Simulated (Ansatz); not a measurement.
# Nudged elastic band, with input and output: Si (part 3 of 3)

The same run, continued: Si (defect cell, 17 atoms in the cell); DFT PBEsol, scalar-relativistic, plane waves, PAW, PAW set soft_1, no spin polarisation (Ansatz 0.2.0); cutoff 420 eV, 2×2×2 k-mesh, Fermi–Dirac smearing of 0.05 eV. It belongs to a series of runs on one base structure; here: band between the two ends.

Geometry of the input (Å; fractional positions):
```
0.0000  5.4300  5.4300
5.4300  0.0000  5.4300
5.4300  5.4300  0.0000
Si 0.0039  -0.0036  -0.0036
Si 0.1326  0.1222  0.1224
Si 0.0038  -0.0033  0.5028
Si 0.1254  0.1265  0.6239
Si 0.0037  0.5026  -0.0032
Si 0.1254  0.6238  0.1264
Si 0.0005  0.4998  0.4998
Si 0.1252  0.6241  0.6242
Si 0.5010  -0.0007  -0.0004
Si 0.6236  0.1224  0.1224
Si 0.4977  -0.0031  0.5026
Si 0.6234  0.1227  0.6312
Si 0.4976  0.5025  -0.0031
Si 0.6235  0.6308  0.1229
Si 0.4975  0.5028  0.5029
Si 0.6269  0.6243  0.6243
Si 0.7513  0.2493  0.2495
```

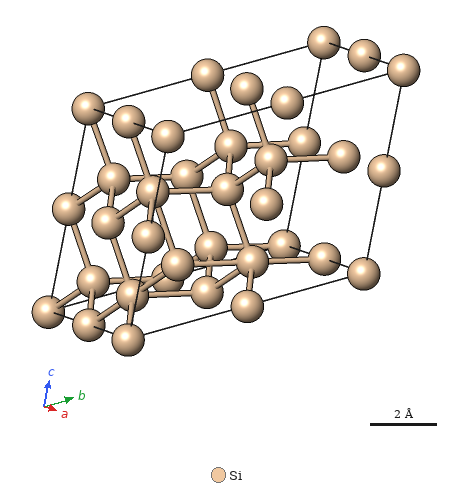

Figure 1. The input geometry (ball-and-stick view of the cell of the calculation, seen slightly off an axis). An atom can appear more than once, as a periodic image.

**Output, continued**
```
--- NEB band (9 images, 6 band iterations, 474 SCF iterations) ---
  forward barrier  = 0.304918 eV
  backward barrier = 0.304782 eV
  lagrangian_above_aufbau_ev (what the smearing adds, to first order; not taken off the barriers): saddle image -0.016607 eV, end points -0.029379 and -0.029443 eV
  climbing image's point = a first-order saddle point (lowest curvatures found: -0.39 and 0.54 eV/Å²)
  energies are F+E_penalty+E_count in eV, relative to image 0
  image     s (Å)  Δ vs image 0  max|band force component| (eV/Å)
      0    0.0000      0.000000                                 —
      1    0.6223      0.122657                          2.385e-2
      2    0.9794      0.269482                          3.202e-2
      3    1.3251      0.282127                          1.030e-2
  *   4    1.6497      0.304918                          5.325e-3
      5    1.9750      0.281764                          1.260e-2
      6    2.3216      0.269933                          4.218e-2
      7    2.6791      0.122452                          2.318e-2
      8    3.3034      0.000136                                 —
  saddle-point geometry (image 4):
  cell:  # Å, volume = 320.2060 Å³
    - [0.0, 5.43, 5.43]
    - [5.43, 0.0, 5.43]
    - [5.43, 5.43, 0.0]
  atoms:
    - { symbol: Si, position: [-0.010702280848004203, -0.001520372210938147, -0.002021636118196079] }
    - { symbol: Si, position: [0.06261857184300937, 0.14601900747730598, 0.1456675194200329] }
    - { symbol: Si, position: [-0.010633452146018112, -0.0015578539285275132, 0.5142109352847071] }
    - { symbol: Si, position: [0.13637780852540632, 0.11070431845146905, 0.6264560174294997] }
    - { symbol: Si, position: [-0.010651903953530995, 0.5145646901406892, -0.0019772776268552894] }
    - { symbol: Si, position: [0.13620719044441051, 0.6269584007168225, 0.11030051920128353] }
    - { symbol: Si, position: [0.06300543303420925, 0.4792538661530633, 0.47883758621164807] }
    - { symbol: Si, position: [0.13623147751283293, 0.6269175892042219, 0.6264876823204168] }
    - { symbol: Si, position: [0.4413273689045585, 0.01952074706273768, 0.019516845941676048] }
    - { symbol: Si, position: [0.6170737438554348, 0.11551217976016714, 0.1152478047171962] }
    - { symbol: Si, position: [0.5085962679606294, -0.027261632435389233, 0.5092984418595644] }
    - { symbol: Si, position: [0.6171375918731183, 0.11540393699207913, 0.6520909027411327] }
    - { symbol: Si, position: [0.5084494825340016, 0.5094905447833356, -0.027505526168272953] }
    - { symbol: Si, position: [0.6170849661520919, 0.6520383853062659, 0.11532572638349758] }
    - { symbol: Si, position: [0.5084890868019575, 0.5093846499222997, 0.509393099994134] }
    - { symbol: Si, position: [0.6843122909311024, 0.6052678223616548, 0.6051060251800721] }
    - { symbol: Si, position: [0.5626209915747922, 0.31251296524274363, 0.31236515822846345] }
```

**The last band as extended XYZ (Å, eV, eV/Å)**
```
17
Lattice="0.0000 5.4300 5.4300 5.4300 0.0000 5.4300 5.4300 5.4300 0.0000" Properties=species:S:1:pos:R:3:forces:R:3 image=0 energy=-10561.65120
Si   -0.0392    0.0019    0.0018    0.0098   0.0031   0.0007
Si    1.3281    1.3843    1.3834   -0.0025   0.0011   0.0004
Si    2.7119    2.7505    0.0023   -0.0065  -0.0059  -0.0005
Si    4.0742    4.0684    1.3675    0.0140  -0.0084  -0.0086
Si    2.7116    0.0028    2.7493   -0.0059   0.0012  -0.0051
Si    4.0738    1.3673    4.0679    0.0161  -0.0089  -0.0080
Si    5.4281    2.7165    2.7165    0.0017  -0.0010  -0.0006
Si    6.7781    4.0696    4.0687    0.0096  -0.0152  -0.0126
Si   -0.0060    2.7182    2.7164    0.0006   0.0008   0.0014
Si    1.3290    4.0505    4.0504   -0.0058   0.0032   0.0024
Si    2.7121    5.4313    2.6854   -0.0093   0.0075   0.0043
Si    4.0934    6.8125    4.0516    0.0007   0.0095  -0.0033
Si    2.7118    2.6852    5.4308   -0.0086   0.0062   0.0059
Si    4.0925    4.0525    6.8108    0.0042  -0.0060   0.0119
Si    5.4607    5.4321    5.4313   -0.0110   0.0054   0.0046
Si    6.7802    6.7944    6.7942   -0.0047   0.0101   0.0125
Si    2.7084    5.4342    5.4327   -0.0025  -0.0027  -0.0055
17
Lattice="0.0000 5.4300 5.4300 5.4300 0.0000 5.4300 5.4300 5.4300 0.0000" Properties=species:S:1:pos:R:3:forces:R:3 image=1 energy=-10561.52854
Si   -0.0534   -0.0325   -0.0283    0.0278   0.0048   0.0009
Si    1.4876    1.2258    1.2224   -0.0754   0.0731   0.0796
Si    2.7475    2.7648   -0.0289   -0.0043  -0.0273   0.0044
Si    4.0217    4.1211    1.3780    0.0228  -0.0194  -0.0175
Si    2.7472   -0.0328    2.7567   -0.0025   0.0066  -0.0264
Si    4.0201    1.3704    4.1209    0.0216  -0.0222  -0.0210
Si    5.3294    2.8158    2.8201    0.0515  -0.0569  -0.0575
Si    6.7754    4.1234    4.1216    0.0225  -0.0208  -0.0238
Si    0.1420    2.5701    2.5620   -0.0585   0.0600   0.0586
Si    1.2622    3.9966    4.0088    0.0820   0.0293   0.0046
Si    2.6555    5.4884    2.6829    0.0253  -0.0266  -0.0149
Si    4.1486    6.8781    4.0103   -0.0333  -0.0811  -0.0002
Si    2.6541    2.6758    5.4893    0.0290  -0.0150  -0.0312
Si    4.1414    4.0057    6.8637   -0.0240   0.0155  -0.0677
Si    5.4700    5.4899    5.4891    0.0149  -0.0277  -0.0281
Si    6.6808    6.8937    6.8971    0.0542  -0.0523  -0.0474
Si    2.9011    5.2395    5.2258   -0.1536   0.1600   0.1876
17
Lattice="0.0000 5.4300 5.4300 5.4300 0.0000 5.4300 5.4300 5.4300 0.0000" Properties=species:S:1:pos:R:3:forces:R:3 image=2 energy=-10561.38172
Si   -0.0651   -0.0491   -0.0434   -0.0036  -0.0001  -0.0069
Si    1.5772    1.1360    1.1339   -0.0219   0.0232   0.0261
Si    2.7647    2.7763   -0.0438   -0.0009   0.0038  -0.0065
Si    4.0082    4.1350    1.3849    0.0122  -0.0140  -0.0014
Si    2.7640   -0.0489    2.7694    0.0076  -0.0081  -0.0006
Si    4.0069    1.3782    4.1359    0.0078  -0.0093  -0.0201
Si    5.2930    2.8518    2.8551    0.0398  -0.0405  -0.0344
Si    6.7677    4.1369    4.1365    0.0117  -0.0091  -0.0200
Si    0.2088    2.5045    2.4982   -0.0166   0.0146   0.0096
Si    1.2071    3.9695    3.9894    0.0060   0.0128  -0.0039
Si    2.6380    5.5068    2.6844    0.0170  -0.0186   0.0353
Si    4.1773    6.9321    3.9914   -0.0161  -0.0051  -0.0056
Si    2.6359    2.6797    5.5094    0.0298   0.0305  -0.0300
Si    4.1664    3.9828    6.9135   -0.0115   0.0067   0.0095
Si    5.4654    5.5089    5.5092   -0.0280  -0.0323  -0.0305
Si    6.6454    6.9287    6.9308    0.0340  -0.0321  -0.0207
Si    3.0521    5.0862    5.0671   -0.0676   0.0775   0.1002
17
Lattice="0.0000 5.4300 5.4300 5.4300 0.0000 5.4300 5.4300 5.4300 0.0000" Properties=species:S:1:pos:R:3:forces:R:3 image=3 energy=-10561.36907
Si   -0.0574   -0.0616   -0.0597   -0.0074  -0.0037  -0.0017
Si    1.6279    1.0868    1.0895    0.0208  -0.0230  -0.0285
Si    2.7760    2.7723   -0.0597    0.0032   0.0070  -0.0007
Si    3.9983    4.1463    1.3737   -0.0029   0.0042   0.0002
Si    2.7760   -0.0617    2.7751    0.0057  -0.0051   0.0024
Si    3.9986    1.3720    4.1484   -0.0044   0.0014   0.0028
Si    5.2453    2.8994    2.9012    0.0129  -0.0149  -0.0175
Si    6.7722    4.1462    4.1487   -0.0018   0.0048   0.0020
Si    0.2407    2.4736    2.4726    0.0218  -0.0189  -0.0187
Si    1.1981    3.9689    3.9704   -0.0169  -0.0035  -0.0070
Si    2.6252    5.5198    2.6661    0.0053  -0.0079   0.0250
Si    4.1749    6.9470    3.9700    0.0029   0.0135  -0.0045
Si    2.6248    2.6660    5.5199    0.0094   0.0269  -0.0097
Si    4.1735    3.9697    6.9453    0.0041  -0.0025   0.0196
Si    5.4769    5.5195    5.5194   -0.0240  -0.0092  -0.0074
Si    6.6026    6.9709    6.9709    0.0269  -0.0264  -0.0213
Si    3.2418    4.9021    4.9004   -0.0557   0.0574   0.0652
17
Lattice="0.0000 5.4300 5.4300 5.4300 0.0000 5.4300 5.4300 5.4300 0.0000" Properties=species:S:1:pos:R:3:forces:R:3 image=4 energy=-10561.34628
Si   -0.0192   -0.0691   -0.0664   -0.0007   0.0005  -0.0005
Si    1.5839    1.1310    1.1329   -0.0021   0.0014   0.0013
Si    2.7837    2.7344   -0.0662   -0.0008  -0.0001  -0.0012
Si    4.0028    4.1422    1.3417    0.0001  -0.0002  -0.0024
Si    2.7833   -0.0686    2.7362    0.0006  -0.0014  -0.0011
Si    4.0033    1.3385    4.1440   -0.0020  -0.0001  -0.0003
Si    5.2024    2.9422    2.9445   -0.0001   0.0000  -0.0009
Si    6.8060    4.1416    4.1439   -0.0003   0.0021   0.0001
Si    0.2120    2.5024    2.5024    0.0006   0.0008  -0.0002
Si    1.2530    3.9765    3.9779    0.0032   0.0004   0.0001
Si    2.6175    5.5272    2.6136   -0.0008   0.0001   0.0009
Si    4.1675    6.8919    3.9777   -0.0010  -0.0054   0.0021
Si    2.6172    2.6115    5.5274    0.0031   0.0050  -0.0014
Si    4.1668    3.9770    6.8913    0.0015  -0.0002   0.0015
Si    5.5320    5.5271    5.5271   -0.0014  -0.0022   0.0002
Si    6.5723    7.0015    7.0024    0.0004  -0.0009   0.0017
Si    3.3931    4.7512    4.7520   -0.0006   0.0002   0.0001
17
Lattice="0.0000 5.4300 5.4300 5.4300 0.0000 5.4300 5.4300 5.4300 0.0000" Properties=species:S:1:pos:R:3:forces:R:3 image=5 energy=-10561.36944
Si    0.0129   -0.0740   -0.0713    0.0160  -0.0043   0.0008
Si    1.5439    1.1712    1.1746   -0.0300   0.0286   0.0177
Si    2.7891    2.7023   -0.0710    0.0039  -0.0168  -0.0002
Si    4.0101    4.1351    1.3041   -0.0038   0.0050  -0.0088
Si    2.7899   -0.0745    2.7041    0.0007  -0.0018  -0.0180
Si    4.0099    1.2998    4.1372   -0.0014  -0.0041   0.0088
Si    5.1565    2.9890    2.9928   -0.0246   0.0213   0.0109
Si    6.8458    4.1353    4.1372    0.0019   0.0042   0.0107
Si    0.1824    2.5320    2.5319   -0.0150   0.0171   0.0198
Si    1.3069    3.9835    3.9852    0.0222   0.0057   0.0098
Si    2.6100    5.5344    2.5599   -0.0148   0.0155  -0.0259
Si    4.1607    6.8378    3.9849   -0.0063  -0.0255   0.0116
Si    2.6090    2.5556    5.5349   -0.0098  -0.0098   0.0117
Si    4.1601    3.9837    6.8368   -0.0030   0.0051  -0.0240
Si    5.5881    5.5353    5.5346    0.0126   0.0098   0.0118
Si    6.5414    7.0326    7.0345   -0.0094   0.0087   0.0142
Si    3.5432    4.6010    4.6022    0.0608  -0.0587  -0.0508
17
Lattice="0.0000 5.4300 5.4300 5.4300 0.0000 5.4300 5.4300 5.4300 0.0000" Properties=species:S:1:pos:R:3:forces:R:3 image=6 energy=-10561.38127
Si    0.0237   -0.0618   -0.0612   -0.0002   0.0165   0.0103
Si    1.4967    1.2194    1.2239   -0.0382   0.0409   0.0437
Si    2.7767    2.6939   -0.0617   -0.0185   0.0024   0.0089
Si    4.0267    4.1203    1.2957   -0.0059   0.0035  -0.0036
Si    2.7780   -0.0634    2.7015   -0.0164   0.0128   0.0079
Si    4.0259    1.3010    4.1271   -0.0072  -0.0044   0.0006
Si    5.2064    2.9375    2.9377    0.0217  -0.0209  -0.0172
Si    6.8410    4.1208    4.1269    0.0032   0.0075   0.0033
Si    0.1422    2.5734    2.5763   -0.0203   0.0240   0.0277
Si    1.3232    3.9944    3.9993    0.0325   0.0264   0.0227
Si    2.6255    5.5272    2.5683   -0.0040  -0.0021  -0.0002
Si    4.1514    6.8235    3.9985   -0.0304  -0.0321   0.0278
Si    2.6320    2.5795    5.5376   -0.0034   0.0028  -0.0137
Si    4.1509    3.9939    6.8288   -0.0345   0.0356  -0.0271
Si    5.5581    5.5161    5.5334    0.0004  -0.0012  -0.0125
Si    6.5720    7.0003    7.0004    0.0135  -0.0151  -0.0198
Si    3.7116    4.4256    4.4107    0.1075  -0.0966  -0.0587
17
Lattice="0.0000 5.4300 5.4300 5.4300 0.0000 5.4300 5.4300 5.4300 0.0000" Properties=species:S:1:pos:R:3:forces:R:3 image=7 energy=-10561.52875
Si    0.0175   -0.0478   -0.0470   -0.0159   0.0217   0.0264
Si    1.4616    1.2552    1.2617   -0.0571   0.0578   0.0508
Si    2.7629    2.7007   -0.0475   -0.0220   0.0172   0.0257
Si    4.0428    4.1042    1.3086    0.0008  -0.0028   0.0259
Si    2.7643   -0.0497    2.7098   -0.0255   0.0244   0.0184
Si    4.0418    1.3122    4.1107    0.0055   0.0234  -0.0034
Si    5.2955    2.8484    2.8498    0.0771  -0.0750  -0.0777
Si    6.8298    4.1050    4.1106   -0.0226  -0.0066  -0.0025
Si    0.1087    2.6079    2.6129   -0.0472   0.0486   0.0528
Si    1.3225    4.0140    4.0176   -0.0122   0.0314   0.0257
Si    2.6471    5.5032    2.6236    0.0080  -0.0179   0.0785
Si    4.1316    6.8255    4.0171   -0.0336   0.0124   0.0274
Si    2.6522    2.6312    5.5104    0.0001   0.0753  -0.0313
Si    4.1314    4.0135    6.8341   -0.0293   0.0289   0.0131
Si    5.5082    5.4947    5.5073   -0.0710  -0.0066  -0.0281
Si    6.6359    6.9359    6.9333    0.0600  -0.0605  -0.0597
Si    3.8703    4.2690    4.2605    0.1848  -0.1717  -0.1421
17
Lattice="0.0000 5.4300 5.4300 5.4300 0.0000 5.4300 5.4300 5.4300 0.0000" Properties=species:S:1:pos:R:3:forces:R:3 image=8 energy=-10561.65106
Si    0.0052    0.0045    0.0052    0.0118   0.0140   0.0120
Si    1.3563    1.3587    1.3563    0.0026  -0.0022   0.0024
Si    2.7107    2.7097    0.0053   -0.0135  -0.0121   0.0119
Si    4.0756    4.0694    1.3245   -0.0029   0.0031   0.0190
Si    2.7086    0.0067    2.7085   -0.0109   0.0112  -0.0110
Si    4.0725    1.3235    4.0722    0.0018   0.0073   0.0022
Si    5.4571    2.6884    2.6908   -0.0015   0.0022   0.0028
Si    6.8221    4.0728    4.0725   -0.0081  -0.0022   0.0016
Si    0.0053    2.7098    2.7106    0.0117  -0.0122  -0.0137
Si    1.3244    4.0695    4.0755    0.0198   0.0029  -0.0028
Si    2.6982    5.4469    2.6982   -0.0180   0.0182  -0.0181
Si    4.0758    6.8204    4.0757   -0.0032  -0.0178  -0.0033
Si    2.6910    2.6886    5.4567    0.0025   0.0017  -0.0013
Si    4.0726    4.0729    6.8218    0.0014  -0.0025  -0.0078
Si    5.4574    5.4545    5.4572   -0.0021  -0.0033  -0.0024
Si    6.7943    6.7816    6.7939    0.0060  -0.0050   0.0056
Si    4.0792    4.0668    4.0788    0.0027  -0.0032   0.0029
```

**Key numbers**

| quantity | value |
| --- | --- |
| outcome | converged |
| barrier, forward | 0.305 eV |
| barrier, backward | 0.305 eV |
| electrons treated | 68 |
| hardware | 1 thread of Arm Neoverse V2, 24 GiB of memory available, shared host |
| wall time | 7.7 min |
| peak memory | 0.9 GiB |

**Remarks**

Warnings of the run: the PAW datasets were made with another functional. The k-point mesh is coarse for a cell of this size, so the results may not be converged.
